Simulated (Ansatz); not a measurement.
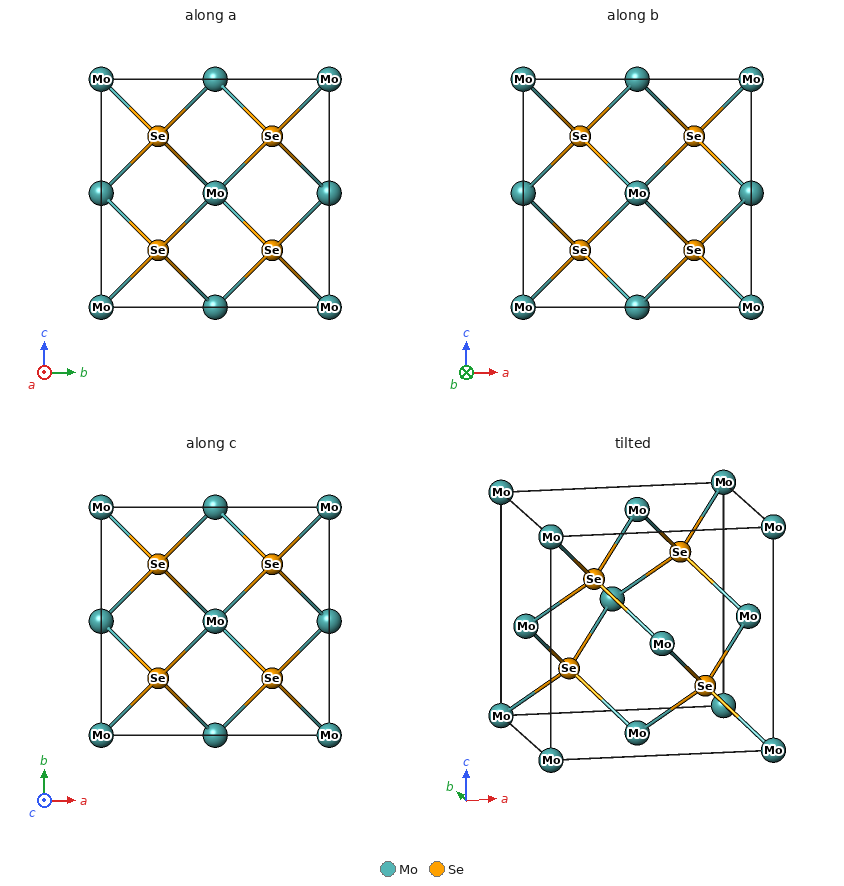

View along the a axis, along the b axis, along the c axis and slightly off an axis, drawn as a ball-and-stick model. Atoms at the boundary of the conventional unit cell (the box) are drawn once for each face, edge or corner they touch.

Lattice parameters: a = 6.247 Å, b = 6.247 Å, c = 6.247 Å, α = 90.00°, β = 90.00°, γ = 90.00°.

Write down what is shown as a table of Wyckoff sites.

Answer. Space group F-43m (No. 216).
```csv
atom,site,x,y,z
Mo,4a,0.0000,0.0000,0.0000
Se,4d,0.2500,0.2500,0.7500
```

Starting structure: a structure type filled with these elements by a generator (whether the compound takes this form wasn't checked). Earlier steps of the study, as a rule a relaxation of our own, may have changed the cell and positions, so they can lie some per cent off the listed ones. A calculation with Ansatz used it as input.
